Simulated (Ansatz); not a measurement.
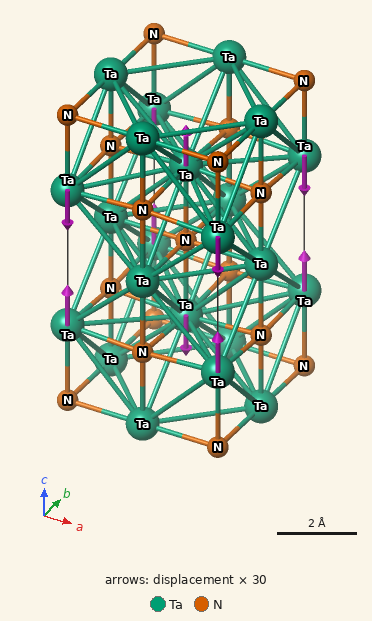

A relaxation of crystalline Ta₄N₃ (set up in I4/mmm). The starting structure is drawn; purple arrows show the displacements, magnified 30 times.

Style: ball-and-stick. Shown: the conventional cell (2 times the calculation's cell), from a free direction. Lengths and directions refer to the drawn axes.

Case: the database's cell, atoms relaxed.

The calculation used DFT r2SCAN, scalar-relativistic, plane waves, PAW (Ansatz). Set-up: plane-wave cutoff 500 eV; k-point mesh 12 × 12 × 12; occupations gaussian; smearing width 0.1 eV; no spin polarisation; atoms relaxed in a fixed cell; force threshold 0.01 eV/Å; at most 40 steps.

Q: Atoms of which element are displaced furthest, and by how much?

A: Tantalum: up to 0.041 Å, against 0.000 Å for nitrogen.

Q: Describe the change and its energy.

A: The largest moves, 0.041 Å, are those of Ta atoms. N stays in place. The cell doesn't change. Among the contacts that change: N–Ta 2.274 → 2.315 Å, Ta–Ta 3.167 → 3.196 Å, Ta–Ta 3.000 → 2.972 Å, Ta–Ta 3.125 → 3.132 Å. Among the angles between lasting bonds that change: Ta–N–Ta 173.8° → 171.7°. The space group stays I4/mmm (No. 139). After 2 accepted moves (3 points after the start) the energy has fallen by 13.0 meV per cell of the calculation. The largest force component goes from 0.32 to 0.0062 eV/Å. 1 step only repeated the SCF at the same geometry. The run took 72 s on 2 threads of Oxide Virtual Turin-like Processor (Zen 5), on a shared host, peak memory 1.1 GiB.
